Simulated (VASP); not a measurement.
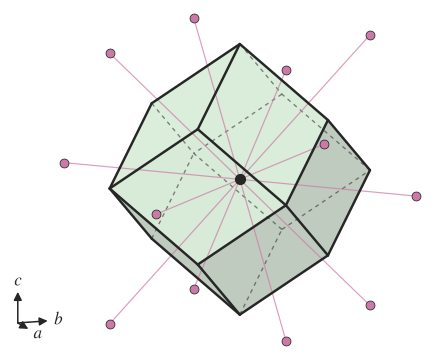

Crystal: ZnS, the end point of a relaxation with VASP, VASP Kohn-Sham DFT of a periodic cell, RPBE, VASP PAW PBE potentials, recommended. The Wigner–Seitz cell of the crystal's lattice, with lines to the lattice points that define its faces. All values are computed from the atomic coordinates in the standard setting (tolerance 0.002 Å).

a = 5.515 Å, b = 5.515 Å, c = 5.515 Å, α = 90.00°, β = 90.00°, γ = 90.00°; space group No. 216, F-43m.

### Describe the polyhedron.

A rhombic dodecahedron: 12 faces (12 with 4 edges), 24 edges, 14 vertices. Its volume is that of the primitive cell, 41.9 Å³.

### Which lattice vectors do the faces bisect?

```tsv
example	length (Å)	faces	edges of each	area (Å²)
1/2 a + 1/2 b	3.90	12	4	5.4
```
